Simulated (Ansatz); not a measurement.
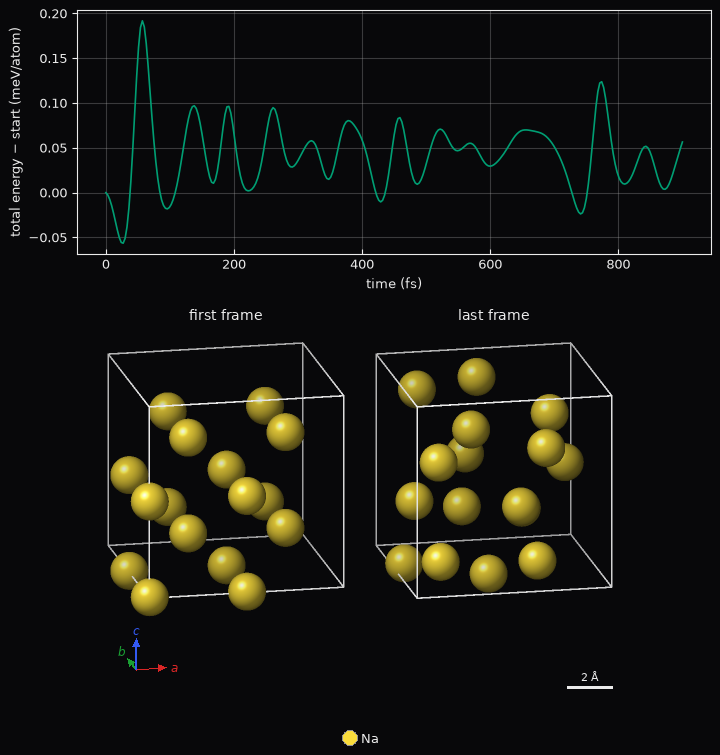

A Born-Oppenheimer molecular dynamics run of a 16-atom cell of Na, 900 fs long. The cell was cut from the bcc crystal. The picture is a spheres-only view of the simulation cell, seen slightly off an axis.

All numbers below come from DFT PBE, scalar-relativistic, plane waves, PAW in Ansatz. Settings: plane-wave cutoff 420 eV; k-point mesh 1 × 1 × 1; Fermi-Dirac smearing 0.11 eV; low-accuracy preset; volume 1.15 times that of the relaxed crystal; constant energy (NVE); velocities drawn for 2600 K; time step 3 fs.

Question: Check the integration.

Answer: The total energy stays between −0.056 and 0.19 meV per atom of its start. A straight-line fit has a slope that amounts to −0.0014 meV per atom over 900 fs (under 0.1 % of the mean kinetic energy), and the ripple about it is 0.1 % of the kinetic energy's fluctuation. With a drift under 2 % and a ripple under 7 %, the integration is accurate. Over the second half the temperature averages 1164 K (spread ±169 K). The first frame carries almost no forces, so kinetic energy first flows into potential energy: the temperature drops from 2600 to 1082 K within 63 fs, and without a thermostat its mean stays below the start. The potential energy in the second half lies on average 174 meV per atom above the first frame.

Limits of the set-up: the k-point mesh is coarse for a cell with partly filled bands; the program's low-accuracy preset was used.
